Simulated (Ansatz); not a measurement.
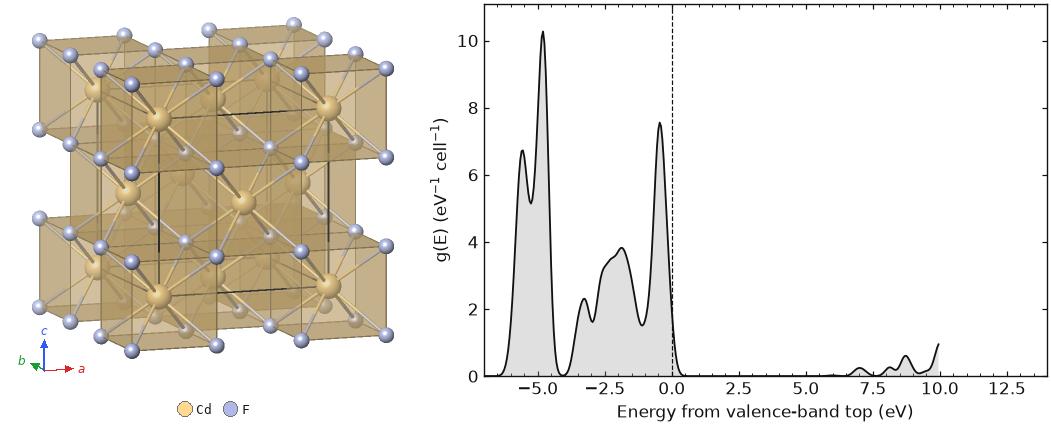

Density of states, beside the structure. Energies are counted from the top of the valence band. The curve is built from the levels of the k mesh with Gaussians 0.4 eV wide, which also blur the band edges.

The material is CdF$_{2}$, space group Fm-3m, 3 atoms in the cell, fluorite type.

Computed with Ansatz: DFT, PBE0, plane waves, PAW, no spin polarisation, 6×6×6 k mesh, 420 eV cutoff.

Question: Metal or insulator, going by the density of states?

Answer: There is a gap; over the k points computed it is 5.98 eV (indirect; the smallest direct gap is 6.54 eV).

Question: Where is the tallest peak of the filled states in the window?

Answer: Within the window shown, the tallest peak of the filled states lies 4.8 eV under the valence-band top, at about 10 states per eV and cell.

Question: How wide is the upper valence band?

Answer: The upper group of valence states starts about 6.1 eV under the valence-band top, with a gap beneath it; it holds about 22 electrons a cell.
